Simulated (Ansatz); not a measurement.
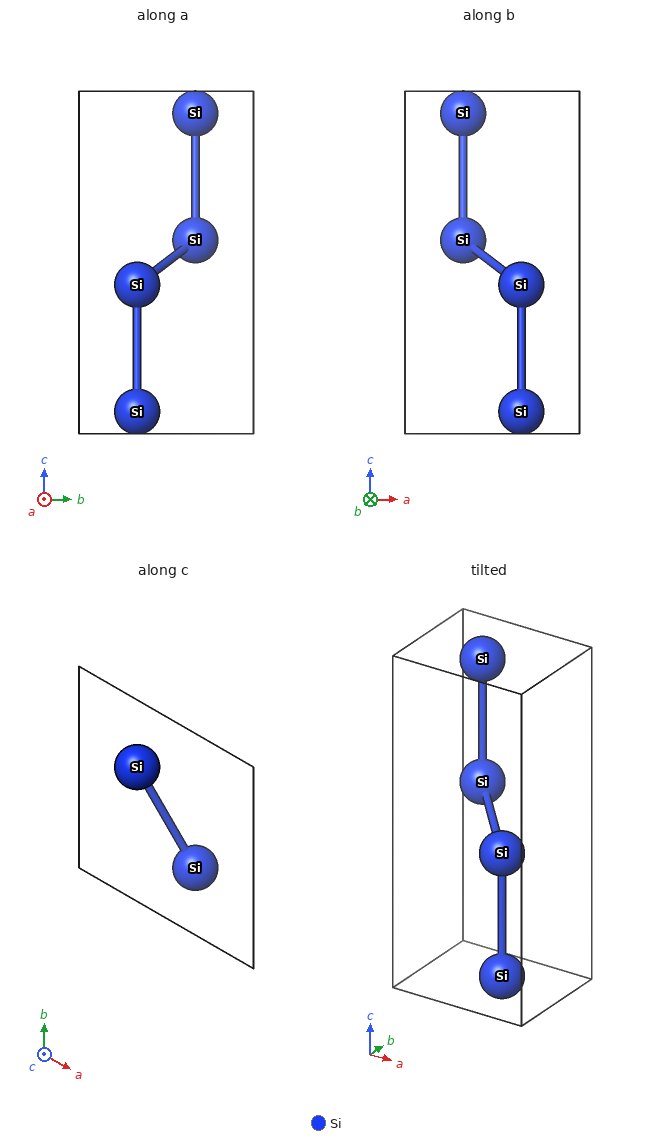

The figure gives a ball-and-stick picture of the atoms, viewed along the a axis, along the b axis, along the c axis and slightly off an axis. The conventional unit cell is outlined; an atom on or near a face, edge or corner is repeated at each equivalent position.

Lattice parameters: a = 3.7555 Å, b = 3.7555 Å, c = 6.3855 Å, α = 90.000°, β = 90.000°, γ = 120.000°.

Set out the cell and atoms as a CIF in P1 with every atom of the cell, with free fractional coordinates to two decimals.

```cif
data_structure
_symmetry_space_group_name_H-M 'P 1'
_symmetry_Int_Tables_number 1
_cell_length_a 3.7555
_cell_length_b 3.7555
_cell_length_c 6.3855
_cell_angle_alpha 90.000
_cell_angle_beta 90.000
_cell_angle_gamma 120.000
_cell_volume 77.99
loop_
_atom_site_label
_atom_site_type_symbol
_atom_site_fract_x
_atom_site_fract_y
_atom_site_fract_z
_atom_site_occupancy
Si1 Si 0.3333 0.6667 0.56 1
Si2 Si 0.6667 0.3333 0.06 1
Si3 Si 0.3333 0.6667 0.94 1
Si4 Si 0.6667 0.3333 0.44 1
```

The model was built from a structure type filled with this element by a generator (whether the element takes this form wasn't checked). The cell was then strained or its atoms displaced on purpose. A calculation with Ansatz used it as input.
